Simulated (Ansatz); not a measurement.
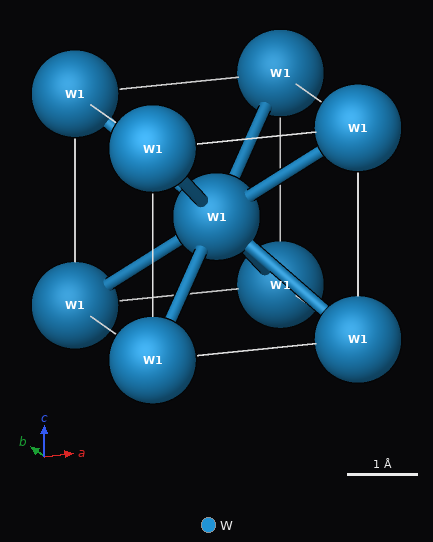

Fig. 1: The structure as given in the input (ball-and-stick view of the cell 2 times as large as that of the calculation, set on its symmetry axes, seen slightly off an axis; atoms are numbered from 1 in the order of the input). Near neighbours in the crystal (not all of them lie inside the picture): W has 8 W at 2.73 Å.

# W: single-point calculation

- system: W (1 atom in the cell)
- method: DFT PBEsol, scalar-relativistic, plane waves, PAW, no spin polarisation (Ansatz 0.2.0)

It belongs to a series of runs on one base structure; here: volume 15.591 Å³/atom. Figures and captions count atoms from 1; the log counts them from 0 in places.

Log
```
Engine: ansatz 0.2.0, x86_64-unknown-linux-gnu
Pseudopotentials: kind: paw
Pseudopotential: W, paw, valence charge 14, recommended cutoff 420 eV (normal), W.paw.azcp
Functional definition: PBEsol
  exchange = pbesol_x
  correlation = pbesol_c
Crystal: 1 atoms, lattice volume = 15.591 Å³
Basis set: ecut = 600 eV, 531 PW (Γ), exchange–correlation on 50×50×50 points (8 copies of the dense FFT grid, shifted against one another)
Bands: 11, of which v1, the nominal top of the filled ones, is band 7 counted from 1 (6 counted from 0)
Symmetry: 48 space group operations
Space group: Im-3m (ITA 229), of the structure as read, at distance tolerance 2.5e-5 Å
k-points: 195 of 5832
Non-local potential: W, projectors of the file, l = 0: 3, l = 1: 2, l = 2: 2, l = 3: 1
PAW form: soft (Blöchl's): semilocal exchange-correlation on the pseudo side does not see the compensation charge
PAW frozen core: W, regenerated for the run's functional, and the local potential with it (the file was generated under x = pbe(κ = 0.804, μ = 0.2195149727645171), c = pbe(β = 0.06672455060314922))
PAW one-centre angular grid: W, 590 points (default); XC on 64 Gauss nodes
Initial density: superposition of atomic densities (neutral atoms: chi_scale 0, normalization atom), corrected by the library's trained network
Initial wavefunctions: pseudopotential atomic-orbital guess
Functional: x = pbesol(κ = 0.804, μ = 0.12345679012345678), c = pbesol(β = 0.046)
SCF iter   1: F=—  HF=-10256.561700 eV  |F-HF|=—  |Δ(HF+E_count)|=         —  Δρ=1.88e-3  dr2=9.39e-5  ethr=1.77e-3  ⟨swp⟩=5.2  Hψ=11939  notcnv=0
preconditioner: auto → none  [metal: Δε(μ)=0.016 eV  Ē_g=9.215 eV  σ=0.050 eV  W_gap=0.17  n_scr=0 (ndim 8)  ℏωp=23.0 eV  f_vac=0.000  D(μ)=0.70/eV (n_scr^D=12)]
SCF iter   2: F=—  HF=-10256.561625 eV  |F-HF|=—  |Δ(HF+E_count)|=   7.47e-5  Δρ=9.91e-4  dr2=3.10e-5  ethr=6.71e-7  ⟨swp⟩=2.3  Hψ=4930  notcnv=0
SCF iter   3: F=—  HF=-10256.561665 eV  |F-HF|=—  |Δ(HF+E_count)|=   3.99e-5  Δρ=2.64e-4  dr2=8.22e-6  ethr=2.21e-7  ⟨swp⟩=2.0  Hψ=3225  notcnv=0
SCF iter   4: F=—  HF=-10256.561662 eV  |F-HF|=—  |Δ(HF+E_count)|=   2.89e-6  Δρ=8.43e-5  dr2=9.33e-7  ethr=5.87e-8  ⟨swp⟩=2.9  Hψ=3309  notcnv=0
iter 5 did not close the SCF: its close was put off for the readings that it lacked (scf_convergence_deferred on its scf_iter line)
SCF iter   5: F=-10256.561662 eV  HF=-10256.561662 eV  |F-HF|=3.85e-8  |Δ(HF+E_count)|=   4.42e-7  Δρ=2.01e-5  dr2=4.57e-8  ethr=6.67e-9  ⟨swp⟩=2.3  Hψ=3223  notcnv=0
SCF iter   6: F=-10256.561662 eV  HF=-10256.561662 eV  |F-HF|=2.47e-10  |Δ(HF+E_count)|=   2.14e-8  Δρ=1.63e-6  dr2=3.02e-10  ethr=3.26e-10  ⟨swp⟩=2.5  Hψ=7843  notcnv=0
SCF 1 converged in 6 iterations: F = -10256.561662 eV  dr2 = 3.02e-10
  greatest PAW one-centre occupation: 1.000 electrons in one spin orbital (limit 2), on the W atom at site 0 (counted from 0), in its partial waves of l = 0
```

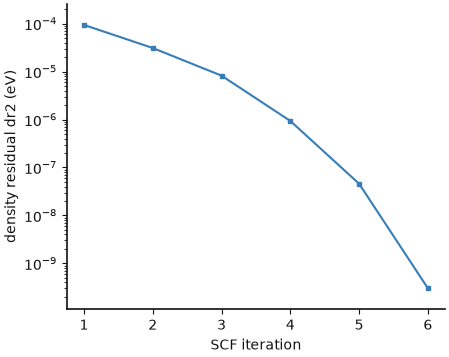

Fig. 2: Convergence of the self-consistent field: density residual dr2 against the SCF iteration. The residual falls at every step.

```
SCF converged after 6 iterations
Free energy (F): -10256.561662 eV
Harris-Foulkes:  -10256.561662 eV  (|F-HF|=2.47e-10)
Internal energy: -10256.560784 eV  (E = F + TS)
E sigma→0 (E₀):  -10256.561223 eV
Entropy (-TS):   -0.000878 eV (-0.878 meV/atom)
Fermi energy:    22.865259 eV
--- Per-component energies (eV) ---
  E_band       = -77.765768
  E_kinetic    = 451.098806
  E_local      = -589.602337  (includes V_loc(G=0)·N_el)
  E_nonlocal   = 3.046300
  E_hartree    = 211.969449
  E_xc         = -265.560145
  E_vxc        = -239.073756  (∫ρ·V_xc dr)
  E_paw        = -8436.101636  (= ΣΔE_a)
  E_vpaw       = -127.174146  (= ΣTr[D̂ρ^β])
  E_aug_tail   = -0.000008  (compensation charges beyond the density's cutoff)
  E_ewald      = -1631.633006
  E_core_change = 0.221792  (= ΣΔE_core)
  E_smearing   = -0.000878  (= −TS)
  E_closure    = 0.000000  (closes the sum)
  Σ components = -10256.561662   (vs F -10256.561662, Δ=0.00e0)
--- Forces (eV/Å), atoms counted from 1 ---
  atom   1  W      0.00000000    -0.00000000    -0.00000000
  max |Σ_I F_I| component: 4.60e-31 eV/Å
--- Stress (GPa, compression-positive) ---
        2.131944       0.000000      -0.000000
       -0.000000       2.131944      -0.000000
        0.000000       0.000000       2.131944
  P = ⅓ Tr σ = 2.1319 GPa (21.319 kbar)
--- Band table (eV; the first three rows and the last of 195) ---
  k-point 0: bands = ["-51.1850", "-14.7487", "-14.7487", "-14.7487", "13.1423", "21.6042", "21.6042", "21.6042", "25.1399", "25.1399", "37.4356"]
  k-point 1: bands = ["-51.1807", "-14.7936", "-14.7626", "-14.7489", "13.2957", "21.5106", "21.5841", "21.7527", "24.9875", "25.1412", "37.5673"]
  k-point 2: bands = ["-51.1681", "-14.9215", "-14.8025", "-14.7496", "13.7384", "21.2520", "21.4958", "22.1936", "24.6630", "25.1526", "37.9002"]
  k-point 194: bands = ["-50.9311", "-15.7048", "-15.7048", "-15.7048", "16.8869", "16.8869", "28.1668", "28.1668", "28.1668", "31.2598", "31.2598"]
```

The run was set up as follows.

Input file
```yaml
crystal:
  lattice:
    - [-1.5737484435, 1.5737484435, 1.5737484435]
    - [1.5737484435, -1.5737484435, 1.5737484435]
    - [1.5737484435, 1.5737484435, -1.5737484435]
  atoms:
    - { symbol: W, position: [0.0, 0.0, 0.0] }
basis:
  ecutwfc: 600
  ecutrho_ratio: 5
kpoints:
  mp_grid: { grid: [18, 18, 18] }
hamiltonian:
  xc: pbesol
scf:
  occupations: { method: gaussian, width: 0.05 }
output:
  forces: true
  stress: true
  eigenvalues: true
```

Results in brief

| quantity | value |
| --- | --- |
| outcome | converged |
| space group (tolerance 0.01 Å) | Im-3m (229) |
| electrons treated | 14 |
| free energy | −10256.5617 eV |
| Fermi energy | 22.865 eV |
| pressure | 2.13 GPa |
| largest force (length of the vector) | under 0.001 eV/Å |
| hardware | 4 threads of an x86-64 CPU, shared host |
| peak memory | 0.41 GiB |

Notes

Spin–orbit coupling is left out, which matters for W.
